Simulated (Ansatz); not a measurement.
# Geometry relaxation, with input and output: CdTe

- system: CdTe (F-43m, 2 atoms in the cell)
- method: DFT, PBE, plane waves, PAW, no spin polarisation (Ansatz 0.2.0)

The structure derives from a Materials Project entry.

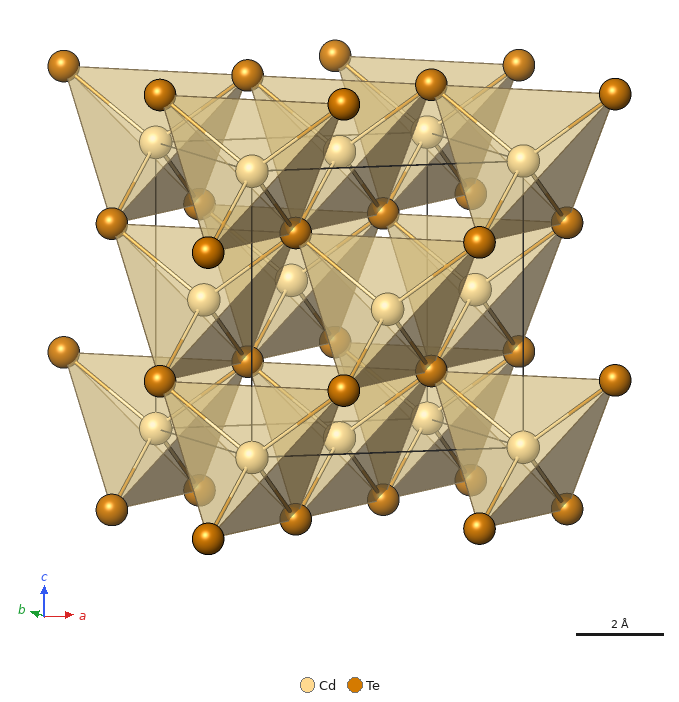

The input geometry (polyhedral view of the cell 4 times as large as that of the calculation, set on its symmetry axes, seen slightly off an axis; polyhedra are completed across the faces of the cell).

Input:
```yaml
crystal:
  lattice:
    - [0.0, 3.3096311549, 3.3096311549]
    - [3.3096311549, 0.0, 3.3096311549]
    - [3.3096311549, 3.3096311549, 0.0]
  atoms:
    - { symbol: Cd, position: [0.0, 0.0, 0.0] }
    - { symbol: Te, position: [0.25, 0.25, 0.25] }
basis:
  ecutwfc: 420
kpoints:
  mp_grid: { grid: [10, 10, 10] }
hamiltonian:
  xc: pbe
scf:
  occupations: { method: gaussian, width: 0.02 }
  eigensolver: { kind: davidson }
  mixing: { preconditioner: local_kerker }
output:
  forces: true
  eigenvalues: true
  stress: true
relax:
  adjacent_minimum: "off"
  f_tol: 0.005
  max_steps: 80
  cell: { stress_tol: 0.05 }
```

Launch command:
```bash
ansatz run input.yaml --threads 4 --pin off --max-ram 10240MiB --backend cpu --events-out ev --progress --plain --runs-dir out
```

Output:
```
Engine: ansatz 0.2.0, x86_64-unknown-linux-gnu
Pseudopotentials: kind: paw
Pseudopotential: Cd, paw, valence charge 20, recommended cutoff 420 eV (normal), Cd.paw.azcp
Pseudopotential: Te, paw, valence charge 16, recommended cutoff 420 eV (normal), Te.paw.azcp
Functional definition: PBE
  parameter kappa = 0.804
  parameter beta = 0.06672455060314922
  exchange = pbe_x(kappa = kappa, mu = beta*pi^2/3)
  correlation = pbe_c(beta = beta)
Crystal: 2 atoms, lattice volume = 72.505 Å³
Basis set: ecut = 420 eV, 1411 PW (Γ), exchange–correlation on 64×64×64 points (8 copies of the dense FFT grid, shifted against one another)
Bands: 22, of which v1, the nominal top of the filled ones, is band 18 counted from 1 (17 counted from 0)
Symmetry: 24 space group operations
Space group: F-43m (ITA 216), of the structure as read, at distance tolerance 4.2e-5 Å
k-points: 47 of 1000 (time reversal used)
Non-local potential: Cd, projectors of the file, l = 0: 3, l = 1: 2, l = 2: 2, l = 3: 1
Non-local potential: Te, projectors of the file, l = 0: 2, l = 1: 2, l = 2: 2, l = 3: 2
PAW form: soft (Blöchl's): semilocal exchange-correlation on the pseudo side does not see the compensation charge
PAW one-centre angular grid: Cd, 590 points (default); XC on 64 Gauss nodes
PAW one-centre angular grid: Te, 590 points (default); XC on 64 Gauss nodes
Initial density: superposition of atomic densities (neutral atoms: chi_scale 0, normalization atom), corrected by the library's trained network
Initial wavefunctions: pseudopotential atomic-orbital guess
Functional: x = pbe(κ = 0.804, μ = 0.2195149727645171), c = pbe(β = 0.06672455060314922)
SCF iter   1: F=—  HF=-15235.339938 eV  |F-HF|=—  |Δ(HF+E_count)|=         —  Δρ=1.51e-3  dr2=4.32e-3  ethr=1.77e-3  ⟨swp⟩=8.2  Hψ=4410  notcnv=0
SCF iter   2: F=—  HF=-15235.339651 eV  |F-HF|=—  |Δ(HF+E_count)|=   2.86e-4  Δρ=8.64e-4  dr2=1.39e-3  ethr=1.20e-5  ⟨swp⟩=4.6  Hψ=2680  notcnv=0  defer=62
iter 3 solved again at ethr=7.09e-8 eV; its pass at ethr=3.86e-6 eV (dr2=2.55e-5 eV) is discarded
SCF iter   3: F=—  HF=-15235.339431 eV  |F-HF|=—  |Δ(HF+E_count)|=   2.20e-4  Δρ=1.71e-4  dr2=2.03e-5  ethr=7.09e-8  ⟨swp⟩=3.1  Hψ=4758  notcnv=0  defer=1
eigensolver tolerance schedule: the retry pair's looser diagonalisation over-reported the residual by 0.26 of it (diagonalisation noise at 0.26 of the residual, at the tolerance the schedule requests for it); recorded, not acted on — ethr = c·dr2/N_el stays at c = 1.0e-1
SCF iter   4: F=—  HF=-15235.339431 eV  |F-HF|=—  |Δ(HF+E_count)|=   2.34e-7  Δρ=6.42e-5  dr2=2.43e-6  ethr=5.64e-8  ⟨swp⟩=3.0  Hψ=2263  notcnv=0  defer=1
SCF iter   5: F=—  HF=-15235.339433 eV  |F-HF|=—  |Δ(HF+E_count)|=   2.08e-6  Δρ=1.55e-5  dr2=1.22e-7  ethr=6.75e-9  ⟨swp⟩=3.0  Hψ=2354  notcnv=0
SCF iter   6: F=-15235.339433 eV  HF=-15235.339433 eV  |F-HF|=6.18e-11  |Δ(HF+E_count)|=   4.12e-9  Δρ=5.32e-6  dr2=1.77e-8  ethr=3.39e-10  ⟨swp⟩=3.1  Hψ=2630  notcnv=0
SCF 1 converged in 6 iterations: F = -15235.339433 eV  dr2 = 1.77e-8
  Residual-converged pass: ⟨swp⟩=3.0  Hψ=1862  notcnv=0  max |occ|·‖R‖ = 6.6e-6 eV (tolerance 6.7e-6 eV)  dr2=1.77e-8  dr2_onsite=3.57e-9  max |Δocc| = 4.6e-98
  greatest PAW one-centre occupation: 1.000 electrons in one spin orbital (limit 2), on the Cd atom at site 0 (counted from 0), in its partial waves of l = 0
relax step   1: F+E_penalty+E_count = -15235.33943313 eV  Δ(F+E_penalty+E_count) = +0.000e0 eV  max|allowed force component| = 8.211e-17 eV/Å  Δτ_max = 0.0000 Å  P = -0.016 GPa  Ω = 72.505 Å³  (6 SCF iters, dr2 threshold 1.00e-7 eV, accepted)
Initial density: handed on by an earlier stage of this run
Initial wavefunctions: pseudopotential atomic-orbital guess (no wavefunctions were taken with the density)
iter 1 solved again at ethr=3.51e-7 eV; its pass at ethr=1.00e-1 eV (dr2=1.26e-4 eV) is discarded
SCF iter   1: F=—  HF=-15235.339435 eV  |F-HF|=—  |Δ(HF+E_count)|=         —  Δρ=5.25e-6  dr2=1.81e-8  ethr=3.51e-7  ⟨swp⟩=11.8  Hψ=8861  notcnv=0
SCF iter   2: F=—  HF=-15235.339433 eV  |F-HF|=—  |Δ(HF+E_count)|=   1.65e-6  Δρ=2.90e-6  dr2=5.79e-9  ethr=5.04e-11  ⟨swp⟩=4.9  Hψ=3253  notcnv=0
iter 3 solved again at ethr=1.29e-12 eV; its pass at ethr=1.61e-11 eV (dr2=4.64e-10 eV) is discarded
SCF iter   3: F=—  HF=-15235.339433 eV  |F-HF|=—  |Δ(HF+E_count)|=   2.90e-9  Δρ=6.63e-7  dr2=4.74e-10  ethr=1.29e-12  ⟨swp⟩=2.2  Hψ=3891  notcnv=0
SCF iter   4: F=—  HF=-15235.339433 eV  |F-HF|=—  |Δ(HF+E_count)|=  3.93e-10  Δρ=2.07e-7  dr2=2.38e-11  ethr=1.29e-12  ⟨swp⟩=3.0  Hψ=2320  notcnv=0
SCF iter   5: F=-15235.339433 eV  HF=-15235.339433 eV  |F-HF|=1.82e-12  |Δ(HF+E_count)|=  1.64e-11  Δρ=4.72e-8  dr2=9.21e-13  ethr=1.00e-12  ⟨swp⟩=2.0  Hψ=1880  notcnv=0
SCF 2 converged in 5 iterations: F = -15235.339433 eV  dr2 = 9.21e-13
  Residual-converged pass: ⟨swp⟩=4.9  Hψ=3229  notcnv=0  max |occ|·‖R‖ = 1.0e-8 eV (tolerance 1.0e-8 eV)  dr2=7.21e-13  dr2_onsite=1.27e-12  max |Δocc| = 3.0e-101
relax step   2: F+E_penalty+E_count = -15235.33943314 eV  Δ(F+E_penalty+E_count) = -5.584e-9 eV  max|allowed force component| = 8.327e-17 eV/Å  Δτ_max = 0.0000 Å  P = -0.015 GPa  Ω = 72.505 Å³  stress off target by 1.55e-2 GPa  SCF on the basis re-selected at this cell (its energy is not comparable with the rows above)  (5 SCF iters)
```

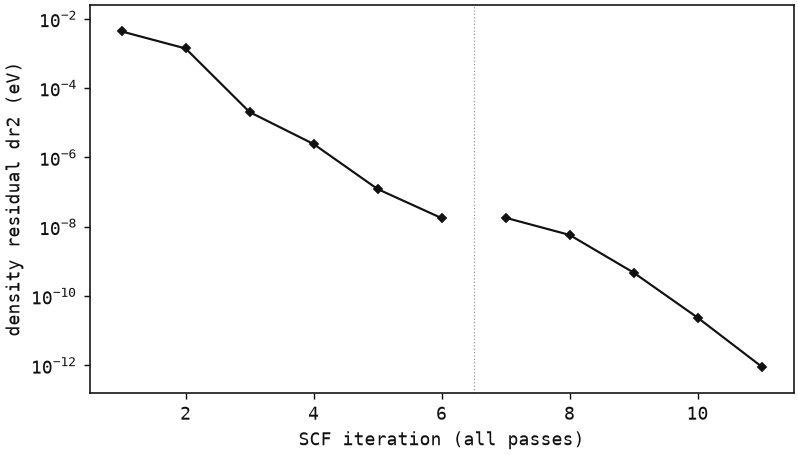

Convergence of the self-consistent field: density residual dr2 against the SCF iteration. The dotted lines part the SCF passes of the relaxation: geometry steps, rejected trials and re-solves on a re-selected basis. The passes take 6 and 5 iterations.

```
basis re-selected at this cell: Δ(F+E_penalty+E_count) = -5.584e-9 eV, ΔP = +0.000 GPa vs the last step (what re-selecting the basis moved, of the pressure what is left beyond the Pulay correction that the steps carried, after the strain that the cell walked since its last selection, with what the two solves' SCF thresholds leave and, on support functions, any second-order correction that the steps lacked; it is no measure of the basis error at this ecutwfc). This SCF's stress stands 1.55e-2 GPa from its target on what of the cell is left free (relax.cell.stress_tol is 5.00e-2 GPa) and its largest allowed force component is 8.33e-17 eV/Å (relax.f_tol is 5.00e-3 eV/Å): within both
SCF converged after 5 iterations
Free energy (F): -15235.339433 eV
Harris-Foulkes:  -15235.339433 eV  (|F-HF|=1.82e-12)
Internal energy: -15235.339433 eV  (E = F + TS)
E sigma→0 (E₀):  -15235.339433 eV
Fermi energy:    6.887701 eV
--- Per-component energies (eV) ---
  E_band       = -815.331362
  E_kinetic    = 684.541705
  E_local      = -5556.590096  (includes V_loc(G=0)·N_el)
  E_nonlocal   = -276.747771
  E_hartree    = 2789.668046
  E_xc         = -300.455506
  E_vxc        = -324.981047  (∫ρ·V_xc dr)
  E_paw        = -8746.036237  (= ΣΔE_a)
  E_vpaw       = -920.890107  (= ΣTr[D̂ρ^β])
  E_aug_tail   = -0.000160  (compensation charges beyond the density's cutoff)
  E_ewald      = -3829.719415
  E_smearing   = -0.000000  (= −TS)
  E_closure    = 0.000000  (closes the sum)
  Σ components = -15235.339433   (vs F -15235.339433, Δ=0.00e0)
--- Forces (eV/Å), atoms counted from 1 ---
  atom   1  Cd     0.00000000    -0.00000000     0.00000000
  atom   2  Te    -0.00000000     0.00000000    -0.00000000
  max |Σ_I F_I| component: 1.30e-16 eV/Å
--- Stress (GPa, compression-positive) ---
       -0.015477       0.000000      -0.000000
       -0.000000      -0.015477       0.000000
       -0.000000       0.000000      -0.015477
  P = ⅓ Tr σ = -0.0155 GPa (-0.155 kbar)
--- Band table (eV; the first three rows and the last of 47) ---
  k-point 0: bands = ["-95.3809", "-56.4430", "-56.4430", "-56.4430", "-29.2950", "-29.2950", "-29.2950", "-29.2891", "-29.2891", "-4.2364", "-1.4844", "-1.4844", "-1.4844", "-1.2674", "-1.2674", "6.5952", "6.5952", "6.5952", "7.1795", "11.2494", "11.2494", "11.2494"]
  k-point 1: bands = ["-95.3809", "-56.4430", "-56.4430", "-56.4430", "-29.2950", "-29.2950", "-29.2950", "-29.2891", "-29.2891", "-4.2037", "-1.4783", "-1.4783", "-1.4575", "-1.2679", "-1.2679", "5.7007", "6.5161", "6.5161", "7.8990", "11.1849", "11.3789", "11.3789"]
  k-point 2: bands = ["-95.3809", "-56.4430", "-56.4430", "-56.4430", "-29.2950", "-29.2949", "-29.2949", "-29.2890", "-29.2890", "-4.1178", "-1.4633", "-1.4633", "-1.3717", "-1.2681", "-1.2681", "4.5686", "6.3264", "6.3264", "8.4095", "11.4629", "11.6510", "11.6510"]
  k-point 46: bands = ["-95.3809", "-56.4430", "-56.4430", "-56.4430", "-29.2951", "-29.2948", "-29.2946", "-29.2891", "-29.2888", "-3.7936", "-1.3802", "-1.3747", "-1.2972", "-1.2613", "-0.7887", "2.6967", "4.5572", "4.6823", "10.4423", "10.8527", "12.6105", "13.1661"]
--- Relaxed structure (1 steps of the walk, 1 accepted, 1 SCFs on fresh bases) ---
  F+E_penalty+E_count = -15235.33943314 eV   max|allowed force component| = 8.327e-17 eV/Å   (the final SCF, on the basis selected at the relaxed cell)
  cell:  # Å, volume = 72.5051 Å³
    - [0.0, 3.3096311549, 3.3096311549]
    - [3.3096311549, 0.0, 3.3096311549]
    - [3.3096311549, 3.3096311549, 0.0]
  atoms:
    - { symbol: Cd, position: [0.0, 0.0, 0.0] }
    - { symbol: Te, position: [0.25, 0.25, 0.25] }
```

Trajectory as extended XYZ (Å, eV, eV/Å), 2 frames, from step=1 to step=2:
```
2
Lattice="0.0000 3.3096 3.3096 3.3096 0.0000 3.3096 3.3096 3.3096 0.0000" Properties=species:S:1:pos:R:3:forces:R:3 step=1 energy=-15235.33943 pressure_GPa=-0.02
Cd    0.0000    0.0000    0.0000    0.0000   0.0000   0.0000
Te    1.6548    1.6548    1.6548    0.0000   0.0000   0.0000
2
Lattice="0.0000 3.3096 3.3096 3.3096 0.0000 3.3096 3.3096 3.3096 0.0000" Properties=species:S:1:pos:R:3:forces:R:3 step=2 energy=-15235.33943 pressure_GPa=-0.02
Cd    0.0000    0.0000    0.0000    0.0000   0.0000   0.0000
Te    1.6548    1.6548    1.6548    0.0000   0.0000   0.0000
```

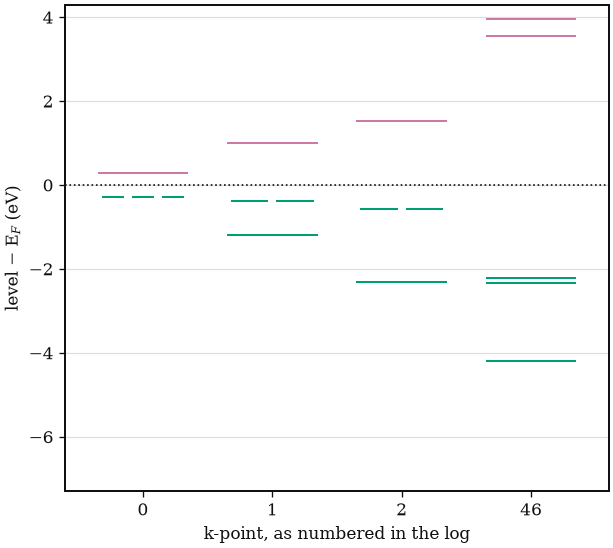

Kohn–Sham levels near the Fermi level (dotted) at the few k-points that the log prints; levels within 0.02 eV of each other stand side by side. Among these points the highest filled and lowest empty levels are 0.58 eV apart, which is the gap on the mesh.

Key numbers:

| quantity | value |
| --- | --- |
| outcome | converged |
| space group (tolerance 0.01 Å) | F-43m (216) |
| electrons treated | 36 |
| free energy | −15235.3394 eV |
| Fermi energy | 6.888 eV |
| gap on the k-point mesh | 0.58 eV |
| pressure | −0.02 GPa |
| final volume | 72.51 Å³ |
| largest force (length of the vector) at the end | under 0.001 eV/Å |
| final cell | a = 4.681 Å, b = 4.681 Å, c = 4.681 Å, α = 60.00°, β = 60.00°, γ = 60.00° |
| hardware | 4 threads of Intel Xeon (Granite Rapids), 32 GiB of memory available, shared host |
| wall time | 2.5 s (CPU time 8.9 s) |
| peak memory | 0.48 GiB |

Notes:

Settings chosen away from the usual ones: scf.eigensolver.kind set to davidson; scf.mixing.preconditioner set to local_kerker.
